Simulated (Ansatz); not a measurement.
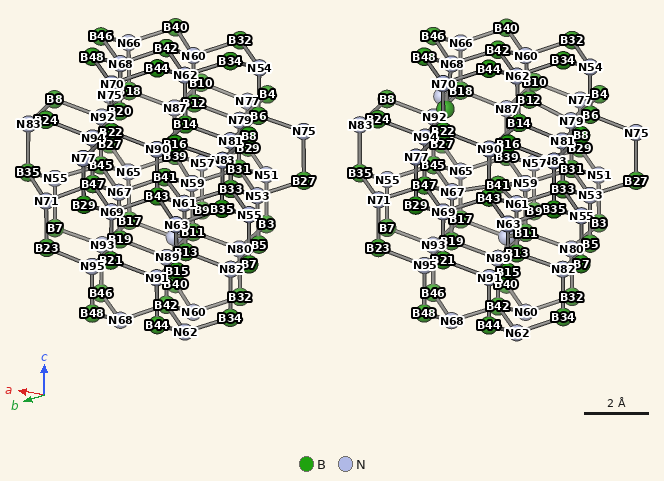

Two geometries of a defect cell of composition B₄₈N₄₇ (cell charge +2), drawn at one scale. One is the start of a relaxation, the other its converged end. Style: ball-and-stick. Shown: the atoms within 5.0 Å of the atom that moves most (axes of the cell of the calculation (origin shifted)), from a free direction.

Computed with DFT, PBEsol, PAW, plane waves in Ansatz 0.2.0. Set-up: plane-wave cutoff 420 eV; k-point mesh 1 × 1 × 1; mesh shifted by (0.25, 0.25, 0.25); collinear spin; atoms relaxed in a fixed cell; force threshold 0.03 eV/Å; at most 80 steps.

**Which of the two is the end point?**

The right one is the relaxed one. After 6 geometry steps the energy has fallen by 2.851 eV per cell of the calculation. Largest force component: 2.1 eV/Å at the start, 0.012 eV/Å at the end. The largest move is that of a B atom, 0.26 Å roughly along −c. By element the largest moves are B 0.26 Å, N 0.05 Å. The cell stays as it was. Near-neighbour distances that change, for instance: B–N 1.613 → 1.498 Å, B–N 1.585 → 1.487 Å, B–N 1.564 → 1.484 Å, B–N 1.545 → 1.618 Å. Bond angles that change, for instance: B–N–B 110.2° → 100.7°, B–N–B 109.8° → 100.3°, N–B–N 107.5° → 116.6°. The run took 67 s on 8 threads of Intel(R) Xeon(R) CPU @ 2.60GHz, peak memory 2 GiB.

Limits of the set-up: the periodic images lie only 7.6 Å apart, so the values are limited by the cell's size; the cell is charged, on a uniform background, and energies carry no finite-size correction.
